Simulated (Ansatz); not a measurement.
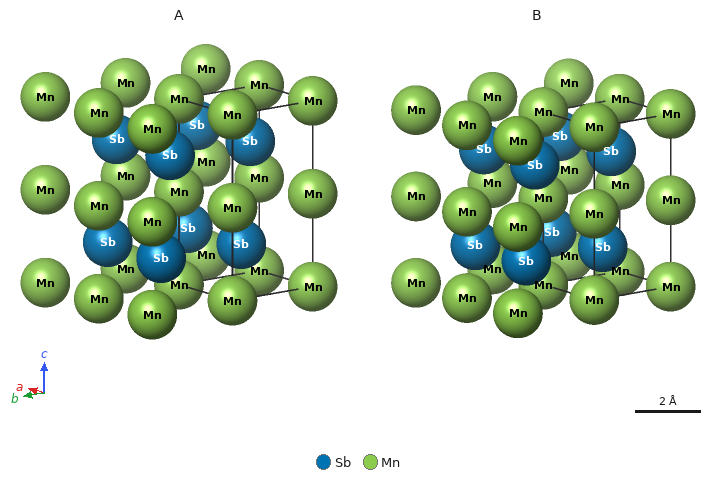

Two geometries of a crystal of MnSb (set up in P6_3/mmc), drawn at one scale. One is the start of a relaxation, the other its converged end. Style: spheres-only. Shown: the cell of the calculation, repeated 2 × 2 × 1 with one cell outlined, from a free direction.

The calculation used Kohn-Sham DFT of a periodic cell, PBEsol with D4, Ansatz PAW in Ansatz. (plane-wave cutoff 420 eV; k-point mesh 7 × 7 × 5; occupations fermi-dirac; smearing width 0.05 eV; collinear spin; cell and atoms relaxed; force threshold 0.01 eV/Å; at most 40 steps)

Q: Which one is relaxed?

A: Structure B is the relaxed one. The run lets cell and atoms move. Over 4 accepted moves (5 points after the start) the energy falls by 108 meV per atom. All forces vanish by symmetry, so only the cell relaxes. Pressure: −8.82 GPa at the start and −0.01 GPa at the end. The SCF was repeated once at an unchanged geometry on a basis and grid sized afresh for the cell, which shifted the energy by 1.0 meV per atom at most. No atom moves by more than 0.005 Å relative to the cell. The drawn cell changes as follows: a = b 4.150 → 3.953 Å (−4.7 %), c 5.780 → 5.373 Å (−7.0 %); the volume changes by −15.7 %. Near-neighbour distances that change, for instance: Mn–Mn 2.890 → 2.687 Å, Mn–Sb 2.798 → 2.648 Å. The space group stays P6_3/mmc (No. 194).

Limits of the set-up: only the magnetic order of this start and cell was tried (total moment 5.3 μB per cell).
